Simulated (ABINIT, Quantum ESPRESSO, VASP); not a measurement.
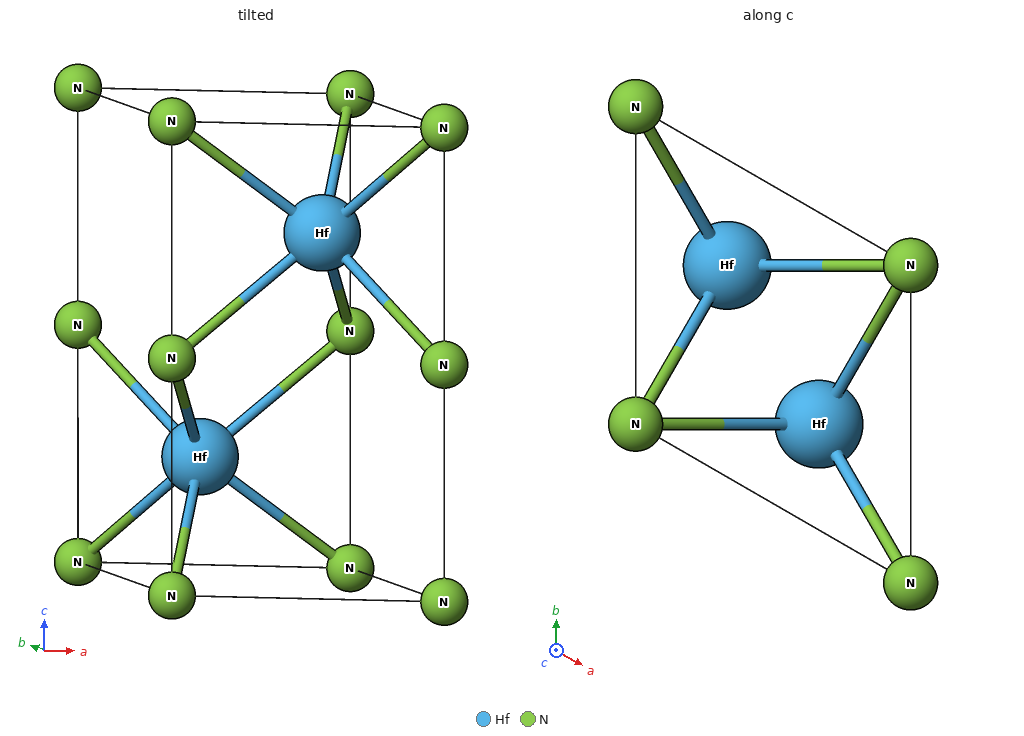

HfN, anti-NiAs type, space group P6₃/mmc (No. 194), a = 3.134 Å, b = 3.134 Å, c = 5.417 Å, α = 90.00°, β = 90.00°, γ = 120.00° (11.52 Å³/atom). Structure drawing (ball-and-stick), viewed slightly off an axis and along the c axis. The parallelepiped is the conventional unit cell. The cell is a structure listed in the Materials Project. It needn't be the stable form of this composition.

The cell was scaled uniformly, at fixed shape and fractional positions, in three programs or potential sets. Alike in all runs: functional PBE; k mesh 10 × 10 × 5 on the run's cell of 4 atoms; occupations fermi-dirac, width 0.05 eV; no spin polarisation; no spin-orbit coupling.

Energies from ABINIT (JTH PAW PBE v2.0):

| volume (Å³/atom) | E − E(lowest point) (meV/atom) |
| --- | --- |
| 10.827 | 62.88 |
| 11.057 | 33.05 |
| 11.288 | 13.24 |
| 11.518 | 2.52 |
| 11.749 | 0.00 |
| 11.979 | 4.75 |
| 12.209 | 16.09 |

Fit a third-order Birch-Murnaghan equation of state to these points.

V0 = 11.71 Å³/atom, B0 = 263 GPa and B0′ = 4.4. V0 lies 1.7 % above the volume of the cell as given.

The same fit in all programs:

```tsv
program	V0 (Å³/atom)	B0 (GPa)	B0′
ABINIT (JTH PAW PBE v2.0)	11.71	263	4.4
Quantum ESPRESSO (SSSP 1.3 efficiency)	11.75	260	4.2
VASP (PBE potentials, release 64 Hf_pv, N)	?	?	?
```

What does VASP (PBE potentials, release 64 Hf_pv, N) give?

V0 = 11.68 Å³/atom, B0 = 264 GPa and B0′ = 4.3. The other rows span 11.71 to 11.75 Å³/atom and 260 to 263 GPa.

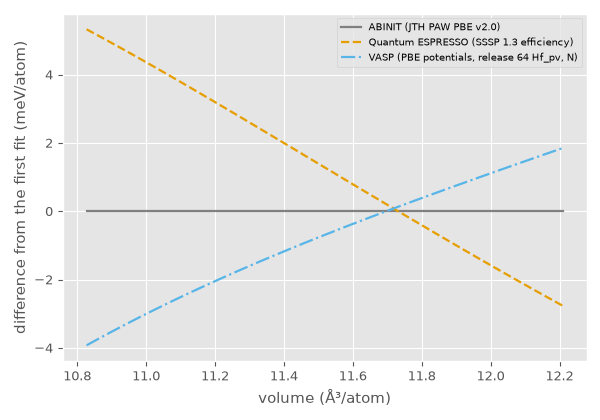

Each fitted curve, counted from its own minimum, less that of ABINIT (JTH PAW PBE v2.0). With one functional throughout, the spread comes from potentials, basis sets and numerical settings; B0′ is uncertain by a few tenths over so narrow a range.

Caveat: the cell was scaled at fixed shape and fractional positions, which overstates the stiffness of a crystal with free parameters, most of all of layers and chains.
